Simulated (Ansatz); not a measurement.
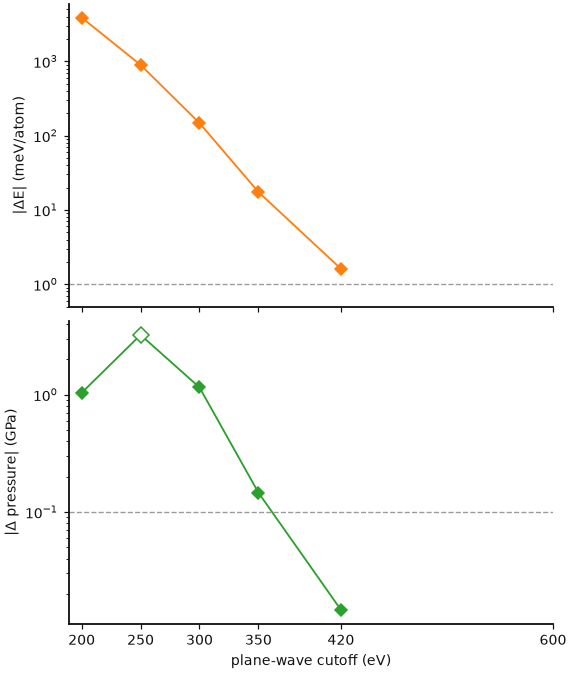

One cell, run at 6 values of the plane-wave cutoff (density cutoff scaled with it).
System: Ti2C (P1, 3 atoms in the cell).
Method: DFT PBEsol, scalar-relativistic, plane waves, PAW (Ansatz 0.2.0); 12×12×12 k-mesh, Gaussian smearing of 0.1 eV.
ΔE is the free energy less its value at the largest setting, 600 eV.
Dashed lines or grey bands mark the tolerance: 1 meV/atom and 0.1 GPa.
On logarithmic panels, open markers lie below the reference value and filled ones above.
The pressure holds the program's Pulay correction for the finite basis; without it, low cutoffs would be much further off.
The atoms sit off their equilibrium sites.

Q: What is enough for the free energy to 1 meV/atom?

A: The free energy at the last setting but one, 420 eV, is still more than 1 meV/atom from the largest setting's value, so the scan doesn't show it converged. It is off by 3900 meV/atom at 200 eV, 150 meV/atom at 300 eV and 1.6 meV/atom at 420 eV (always above it). The smaller bases give higher energies, which fall towards the limit as the basis grows.

Q: How does the pressure behave (tolerance 0.1 GPa)?

A: The pressure is within 0.1 GPa of the largest setting's value from 420 eV on. It is off by 1 GPa at 200 eV, 3.2 GPa at 250 eV, 1.2 GPa at 300 eV and 0.15 GPa at 350 eV (on both sides of it).
